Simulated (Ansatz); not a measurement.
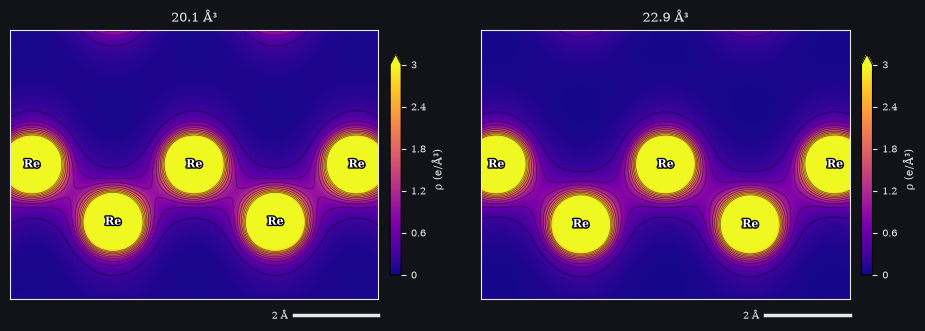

Re. The valence pseudo-density of cells scaled evenly to different volumes (given per atom above each panel), on the (101̄) plane of each (indices in the axes of the cell below), at one length scale and on one colour scale.

A generated structure, not necessarily the stable one; computed without spin polarisation.

These are results of DFT, RPBE, plane waves (420 eV) with PAW, scalar-relativistic (Ansatz), not measurements.

Core electrons are frozen (PAW), and the valence fields are smoothed inside the atomic spheres.

The largest cell:

```
Re
1.0
     0.00000    2.83887    2.83887
     2.83887    0.00000    2.83887
     2.83887    2.83887    0.00000
Re
2
Direct
  0.12500 0.12500 0.12500
  0.87500 0.87500 0.87500
```

| volume (Å³/atom) | Re–Re contact in the plane (Å) | ρ at its midpoint (e/Å³) | 
| --- | --- | --- |
| 20.13 | 2.356 | 0.937 | 
| 21.05 | 2.391 | ? | 
| 22.88 | 2.459 | 0.801 | 

Question: What values belong in the row with question marks?

Answer: Over the known rows ln ρ falls by 1.52 per Å of Re–Re distance (the line through the two), which gives 0.888 e/Å³ at 2.391 Å; the calculation gives 0.888 e/Å³.
